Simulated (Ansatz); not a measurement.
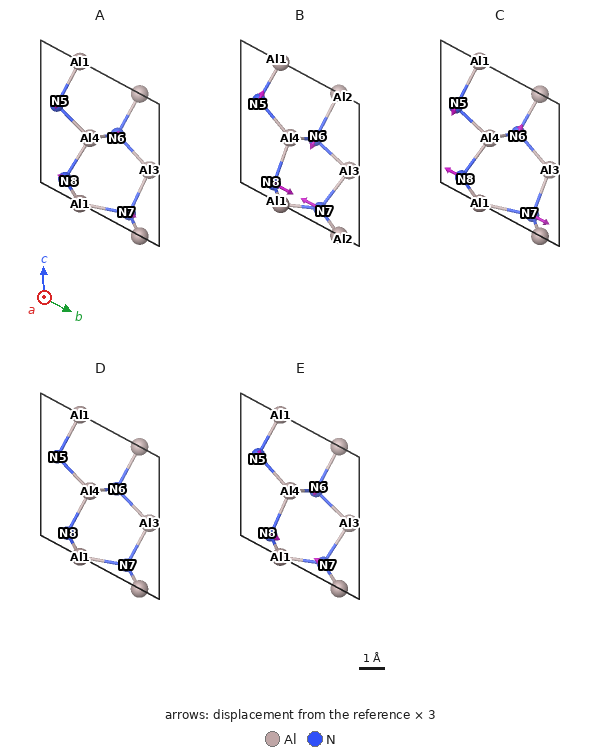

Energy scan for crystalline AlN (P6_3mc), in which a normal mode of wave vector (0, 1/2, 1/2) of the primitive cell, folded into a doubled cell, (one arbitrary combination within a set of 2 degenerate modes) is frozen in with the cell fixed, the amplitude being the largest displacement of an atom. A ball-and-stick model of the cell of the calculation, seen along the a axis. Purple arrows: displacements from the reference.

All numbers below come from DFT PBE, scalar-relativistic, plane waves, PAW (Ansatz 0.2.0). Set-up: plane-wave cutoff 420 eV; k-point mesh 8 × 8 × 8; occupations gaussian; smearing width 0.05 eV; no spin polarisation. Energies (free energies at the smearing named) are counted from the relaxed crystal.

**Rank the frames from lowest to highest energy.**

Lowest first: D (the amplitude 0.00 Å, 0.00 eV/cell), A (the amplitude 0.1125 Å, 0.42 eV/cell), E (the amplitude −0.15 Å, 0.76 eV/cell), C (the amplitude 0.2625 Å, 2.39 eV/cell), B (the amplitude −0.30 Å, 3.17 eV/cell). Over the whole scan: the harmonic wavenumber of the mode is 708 cm⁻¹, a stable vibration. The lowest computed point lies at the amplitude 0.00 Å (0.00 eV/cell). The end points stand at 3.17 eV/cell (−0.30 Å) and 3.17 eV/cell (0.30 Å). The well is symmetric. At the highest point the shortest interatomic distance is 1.60 Å, against 1.90 Å in the reference.
